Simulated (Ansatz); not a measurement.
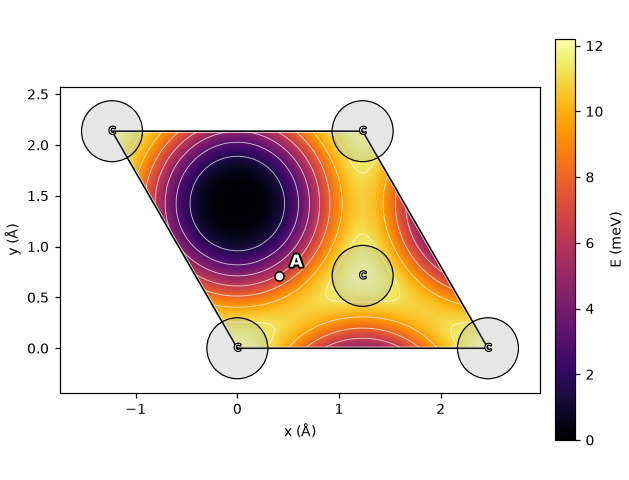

Si on a two-dimensional sheet of C (8 atoms of substrate and one adsorbate in a 2 × 2 cell). Si is moved over the surface cell at a fixed height above a rigid substrate; the origin of the map has the adsorbate above C1; the height is held at 3.30 Å. Places are given modulo a cell vector. The map is drawn in real space over the plane of the surface. The grid has 6 × 6 points; 7 points were computed and 29 follow by symmetry. Places are given in fractions of the 1 × 1 surface cell. Energies: meV, counted from the lowest grid point. At a fixed height the lowest place need not be the adsorption site. Level of theory: DFT PBE+D3(BJ), scalar-relativistic, plane waves, PAW in Ansatz 0.2.0. Settings: cutoff 420 eV, k-mesh 6×6×1, gaussian smearing 0.1 eV, spin-polarised.

In the figure: a smooth colour map with a few white contour lines, labelled circles for the atoms of the top layer, the outline of one cell of the plane, the point A. Between grid points the surface is interpolated.

> Is A at rest? If not, where is it pushed?

A, at (2/6, 2/6) of the cell vectors, is not a stationary point. The computed force is 0.016 eV/Å in the plane, pointing up and left in the picture (components −0.008 and 0.014 eV/Å).
